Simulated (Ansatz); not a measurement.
Bi₇Se₁₁ (cell with a defect)

```cif
data_structure
_symmetry_space_group_name_H-M 'P 1'
_symmetry_Int_Tables_number 1
_cell_length_a 11.0835
_cell_length_b 11.0835
_cell_length_c 12.3002
_cell_angle_alpha 63.222
_cell_angle_beta 63.222
_cell_angle_gamma 60.000
_cell_volume 1117.54
loop_
_atom_site_label
_atom_site_type_symbol
_atom_site_fract_x
_atom_site_fract_y
_atom_site_fract_z
_atom_site_occupancy
Bi1 Bi 0.82560 0.25591 0.81621 1
Bi2 Bi 0.68232 0.96266 0.81615 1
Bi3 Bi 0.53858 0.68139 0.81748 1
Bi4 Bi 0.39550 0.39370 0.81649 1
Bi5 Bi 0.25658 0.10231 0.81575 1
Bi6 Bi 0.10304 0.82494 0.81539 1
Bi7 Bi 0.96492 0.53798 0.81560 1
Bi8 Bi 0.03661 0.46297 0.18229 1
Bi9 Bi 0.89623 0.17268 0.18167 1
Bi10 Bi 0.74849 0.89593 0.18128 1
Bi11 Bi 0.59299 0.59593 0.21381 1
Bi12 Bi 0.46275 0.31697 0.18106 1
Bi13 Bi 0.31724 0.03710 0.18188 1
Bi14 Bi 0.17362 0.74755 0.18149 1
Se1 Se 0.42958 0.85059 0.00604 1
Se2 Se 0.28732 0.56876 0.99604 1
Se3 Se 0.14711 0.28811 0.99536 1
Se4 Se 0.00117 0.00028 0.99787 1
Se5 Se 0.85037 0.71296 0.00532 1
Se6 Se 0.71472 0.42974 0.00459 1
Se7 Se 0.57032 0.14501 0.99507 1
Se8 Se 0.65428 0.08298 0.33075 1
Se9 Se 0.50472 0.81236 0.33552 1
Se10 Se 0.34656 0.50250 0.33472 1
Se11 Se 0.22271 0.22278 0.33088 1
Se12 Se 0.08328 0.93032 0.33128 1
Se13 Se 0.93104 0.65378 0.33127 1
Se14 Se 0.80921 0.34826 0.33632 1
Se15 Se 0.20690 0.63740 0.66421 1
Se16 Se 0.06694 0.34729 0.66836 1
Se17 Se 0.91755 0.06530 0.66843 1
Se18 Se 0.77773 0.77654 0.66672 1
Se19 Se 0.63940 0.49235 0.66749 1
Se20 Se 0.49219 0.20367 0.66550 1
Se21 Se 0.34821 0.91687 0.66874 1
Se22 Se 0.50790 0.50276 0.48640 1
```

Method: DFT PBE, scalar-relativistic, plane waves, PAW (Ansatz).

The density is the valence pseudo-density of a PAW calculation; it isn't the true density close to the nuclei.

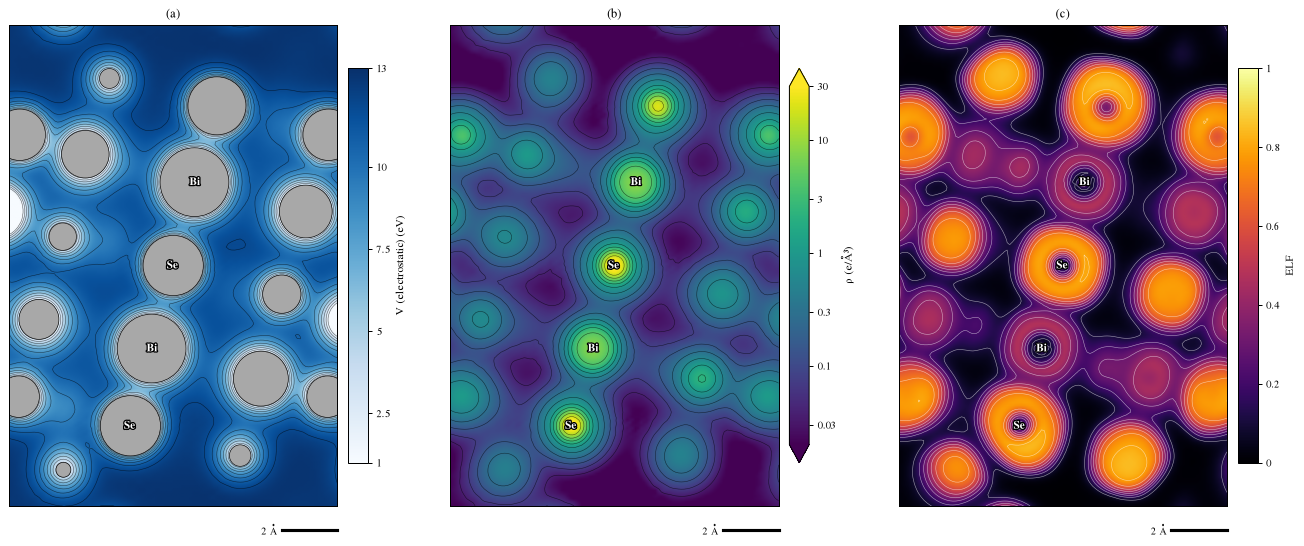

Figure 1. (a) electrostatic potential energy of an electron; (b) valence electron density; (c) ELF on the (011̄) plane of the calculation cell. Grey discs cover the atomic cores in the potential map.

Q: Read the bonding off the picture.

A:
- The plane passes through Bi and Se nuclei.
- Atoms just off the plane (Bi, 0.7 Å away and Se, 0.3 Å away) can leave unmarked features too.
- Bi–Se (2.89 Å): the density is about 0.32 e/Å³ at the midpoint; the ELF is about 0.45 at the midpoint and 0.35 at its lowest between the atoms.
- Bi–Se (3.08 Å): the density is about 0.22 e/Å³ at the midpoint; the ELF is about 0.30 at the midpoint.
- Between the atoms the lowest density in this plane is 0.004 e/Å³.
- The ELF also peaks beside Se, away from the bonds: lone-pair regions.
- The features right at Bi lie inside the PAW spheres, where the map follows smoothed inner orbitals and isn't to be read closely.
- Outside the cores the potential energy rises away from the atoms and is highest about 2.3 Å from the nearest atoms; its zero is arbitrary.

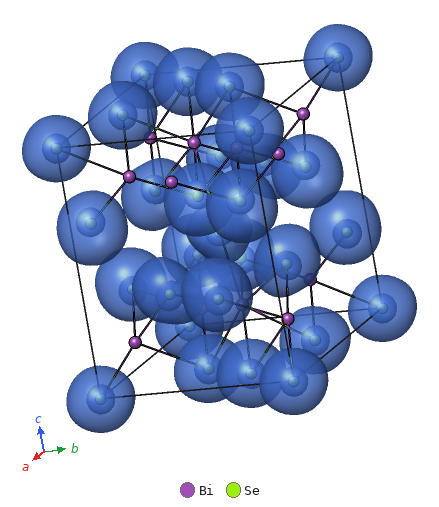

Figure 2. Isosurface of the electron localisation function at 0.65 (blue), seen slightly off an axis. Only the valence region is drawn (cores and ρ < 0.01 e/Å³ removed). Sticks mark near contacts.

Q: Describe the localisation domains.

A: At this value the surface marks out 22 regions wrapped around Se (the valence shell of each), counted in one cell of 36 atoms. Regions shared between cells count once. Profiles from the grid: Bi–Se (2.84 Å): the ELF is about 0.45 at the midpoint and 0.35 at its lowest between the atoms. Bi–Se (2.88 Å): the ELF is about 0.45 at the midpoint and 0.35 at its lowest between the atoms.

Q: Does the calculation make it a metal, or give it a gap?

A: It is metallic or semimetallic at this level of theory: no gap opens.
